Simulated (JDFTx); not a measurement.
## A series of single points on BN

System: BN (F-43m, 2 atoms in the cell).
Method: Kohn-Sham DFT of a periodic cell, LDA, PseudoDojo-SR-LDA-0.4.1-standard, no spin polarisation (JDFTx 1.7.0 (patched build)).

The 7 runs differ only in the geometry, by an even scaling of the cell at fixed fractional positions. The structure derives from a Materials Project entry.

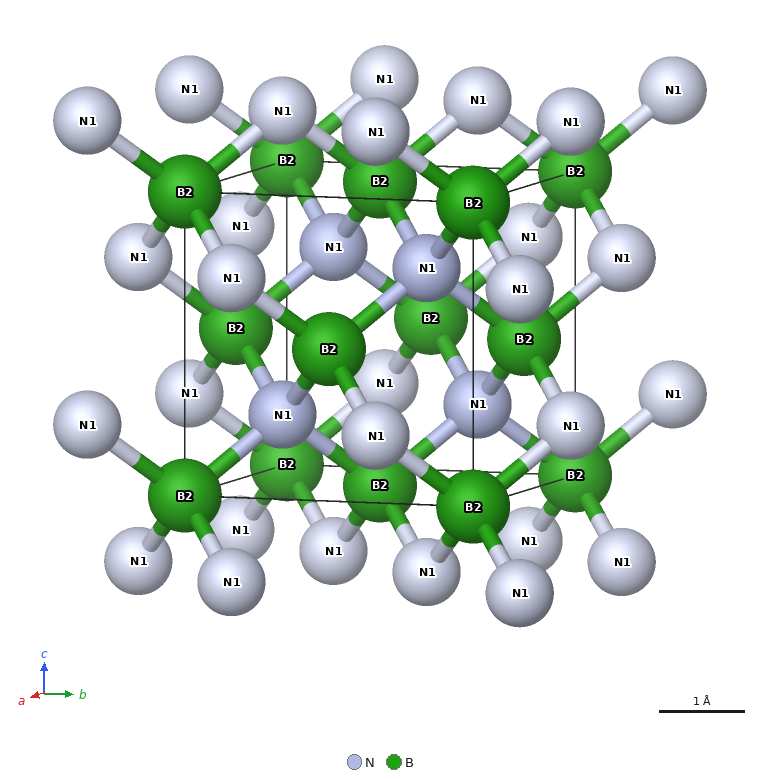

Figure 1. The structure of run 4 (ball-and-stick view of the cell 4 times as large as that of the calculation, set on its symmetry axes, seen slightly off an axis; neighbours outside the cell are drawn fainter; atoms are numbered from 1 in the order of the input). An atom can appear more than once, as a periodic image.

### Input of run 4
```
lattice \
    0.0000000000     3.4260753537     3.4260753537 \
    3.4260753537     0.0000000000     3.4260753537 \
    3.4260753537     3.4260753537     0.0000000000
coords-type Cartesian
ion N      1.7130376768     1.7130376768     1.7130376768 1
ion B      0.0000000000     0.0000000000     0.0000000000 1

ion-species pseudo/N.upf
ion-species pseudo/B.upf
elec-cutoff 42 336
elec-ex-corr lda-PW
kpoint-folding 13 13 13
elec-smearing Fermi 0.0018374661
elec-n-bands 9
electronic-SCF nIterations 100 energyDiffThreshold 1e-09
electronic-minimize nIterations 30 energyDiffThreshold 1e-7
forces-output-coords Cartesian

dump-name run.$VAR
dump End Ecomponents EigStats BandEigs Kpoints Forces Stress ElecDensity Dtot KEdensity
```

Command:
```bash
jdftx -c 1 -i BN.in -o BN.out
```

Run 5 differs from it as follows:
```diff
-    0.0000000000     3.4260753537     3.4260753537 \
-    3.4260753537     0.0000000000     3.4260753537 \
-    3.4260753537     3.4260753537     0.0000000000
+    0.0000000000     3.4487652558     3.4487652558 \
+    3.4487652558     0.0000000000     3.4487652558 \
+    3.4487652558     3.4487652558     0.0000000000
-ion N      1.7130376768     1.7130376768     1.7130376768 1
+ion N      1.7243826279     1.7243826279     1.7243826279 1
```

### Results, with one run withheld

```tsv
run	volume per atom (Å³)	free energy per atom, from the lowest run given (meV)	pressure (GPa)	gap on the mesh (eV)
1	5.602	4.41	10.42	4.57
2	5.721	0.00	1.54	4.54
3	5.840	1.88	−6.53	4.51
4	5.959	9.49	−13.85	4.48
5	6.078	?	?	?
6	6.198	39.82	−26.56	4.42
7	6.317	61.64	−32.06	4.39
```

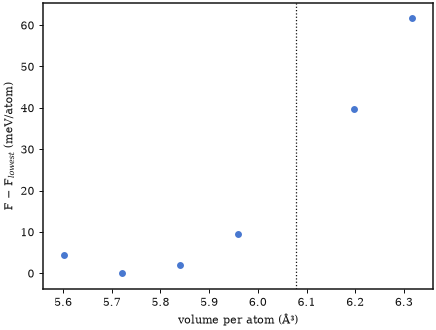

Figure 2. Free energy per atom of the runs given; the dotted line marks run 5.

What should run 5 give?

A cubic polynomial in V^(−2/3) (the Birch–Murnaghan form), fitted to the 6 runs given, misses them by at most 0.03 meV per atom. With x = V^(−2/3) − 0.30521 Å⁻², it reads F = 7.1685 − 2203.7 x + 1.6784e+05 x² − 1.0441e+05 x³ (meV per atom). At run 5 it gives 22.21 meV per atom, and the run itself gives 22.29. The slope of the fit gives a pressure −dF/dV of −20.44 GPa there, and the run prints −20.51 GPa. The two needn't agree exactly: the fit is approximate, and the printed stress is taken on a finite basis. The fit has its minimum at 5.743 Å³ per atom, where V d²F/dV² gives 400 GPa: the bulk modulus at this level, since symmetry fixes the shape and the positions. The gap on the mesh goes, without turning, from 4.57 eV in run 1 to 4.39 eV in run 7; run 5 has 4.45 eV. These are gaps of this functional on this mesh, which can miss the band edges; they aren't the measured gap.

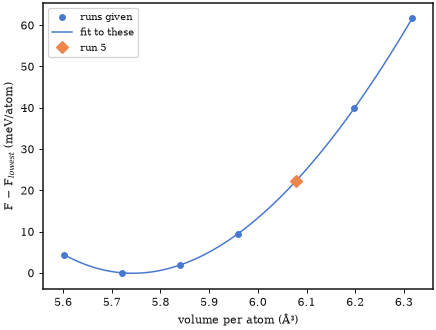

Figure 3. The fit and the withheld run.

### Some lines of the output (run 5)
```
[...]
unit cell volume = 82.0391
     Etot =      -12.9703913734961418
        F =      -12.9703913734961436
	HOMO-LUMO gap: +0.163587
	Optical gap  : +0.316294 at state 0 ( [ +0.000000 +0.000000 +0.000000 ] spin 0 )
```
